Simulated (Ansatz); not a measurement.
SiO2

Input

```
crystal:
  lattice:
    - [2.6522458198, -6.004560345, 0.0]
    - [2.6522458198, 6.004560345, 0.0]
    - [0.0, 0.0, 5.027856893]
  atoms:
    - { symbol: Si, position: [0.6729718866, 0.3270281134, 0.5] }
    - { symbol: Si, position: [0.3270281134, 0.6729718866, 0.5] }
    - { symbol: Si, position: [0.5, 0.5, 0.0] }
    - { symbol: O, position: [0.0, 0.5, 0.5] }
    - { symbol: O, position: [0.5, 0.0, 0.5] }
    - { symbol: O, position: [0.5989470384, 0.4010529616, 0.2311103221] }
    - { symbol: O, position: [0.5989470384, 0.4010529616, 0.7688896779] }
    - { symbol: O, position: [0.4010529616, 0.5989470384, 0.2311103221] }
    - { symbol: O, position: [0.4010529616, 0.5989470384, 0.7688896779] }
basis:
  ecutwfc: 420
kpoints:
  mp_grid: { grid: [6, 6, 6] }
hamiltonian:
  xc: pbe
scf:
  occupations: { method: gaussian, width: 0.02 }
output:
  forces: true
  stress: true
  eigenvalues: true
  write_density: true
  write_potential: true
  elf: true
  volumetric_format: npy
relax:
  adjacent_minimum: "off"
  f_tol: 0.01
  max_steps: 80
  cell: { stress_tol: 0.05 }
```

Command:

```sh
ansatz run input.yaml --threads 1 --pin off --max-ram 2560MiB --backend cpu --events-out ev --progress --plain --runs-dir out
```

Below, planes, directions and counts refer to the conventional cell (a = 5.31 Å, b = 12.01 Å, c = 5.03 Å, α = 90.00°, β = 90.00°, γ = 90.00°).

The fields are those of the relaxed geometry.

Space group Cmmm; a structure generated by program, which may or may not match a known phase.

All numbers below come from DFT PBE, scalar-relativistic, plane waves, PAW in Ansatz.

Q: What will maps of the valence pseudo-density and electron localisation function show?

A: Si–O (1.62 Å): the density is about 1.2 e/Å³ at the midpoint; the ELF peaks at about 0.85 between the atoms; a shared but strongly polarised pair.
Si–O (1.66 Å): the density is about 1.1 e/Å³ at the midpoint; the ELF peaks at about 0.85 between the atoms, as expected for a polar covalent bond.

Q: Does the calculation give a band gap?

A: It is gapped, with a Kohn–Sham gap of 2.7 eV on the k-point mesh (the band edges may lie off the mesh, which would make the gap smaller).

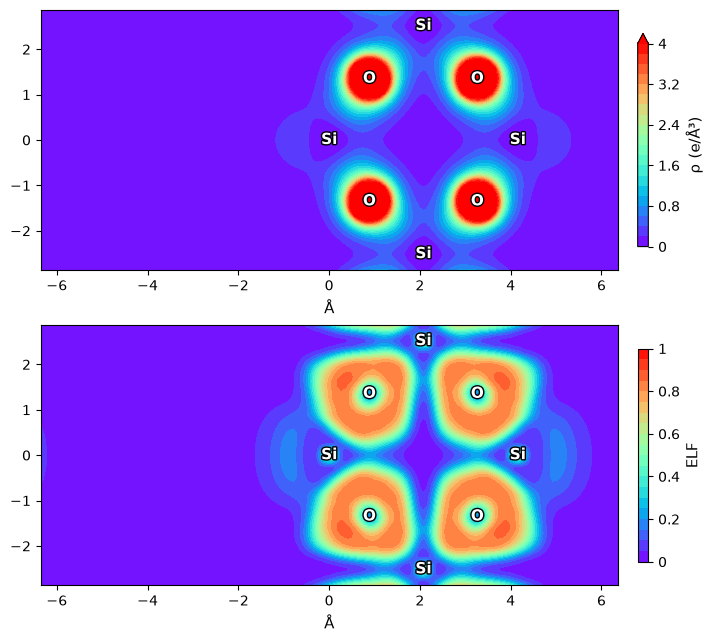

Computed valence pseudo-density and electron localisation function on the (100) plane of the conventional cell, in this order. 
